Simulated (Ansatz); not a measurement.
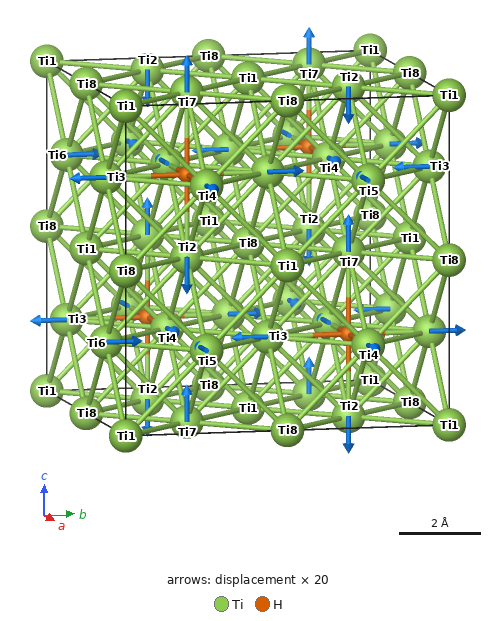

This is a relaxation of solid Ti$_{8}$H (set up in Fm-3m) (coarse preliminary run). The starting structure is drawn; blue arrows show the displacements (the part carried along by the change of the cell is left out), 20 times their true length.

Style: ball-and-stick. Shown: the conventional cell (4 times the calculation's cell), slightly off an axis. Lengths and directions refer to the drawn axes.

Case: 1 H put on empty site 1 of 8 host cells, relaxed.

Computed with DFT PBE, scalar-relativistic, plane waves, PAW (Ansatz 0.2.0). Set-up: plane-wave cutoff 420 eV; k-point mesh 4 × 4 × 4; occupations gaussian; smearing width 0.1 eV; no spin polarisation; cell and atoms relaxed; force threshold 0.0325 eV/Å; at most 70 steps.

**Which element moves most?**

Titanium: up to 0.047 Å, against 0.000 Å for hydrogen.

**What happened in the run?**

The energy falls by 5.1 meV per atom in 3 accepted moves (4 points after the start). The largest force component goes from 0.3 to under 0.0001 eV/Å. The pressure goes from 1.18 to −0.01 GPa. At 1 point the geometry stayed and the basis and grid were re-selected for the new cell (energy shift of less than 0.05 meV per atom at most each time). The largest moves relative to the cell, 0.047 Å, are those of Ti atoms. H stays in place. The drawn cell changes as follows: a = b = c 8.225 → 8.253 Å (+0.3 %); the volume changes by +1.0 %. Some distances before and after: Ti–Ti 2.908 → 2.984 Å, Ti–Ti 2.908 → 2.852 Å, H–Ti 2.056 → 2.110 Å, Ti–Ti 2.908 → 2.918 Å. The space group stays Fm-3m (No. 225).
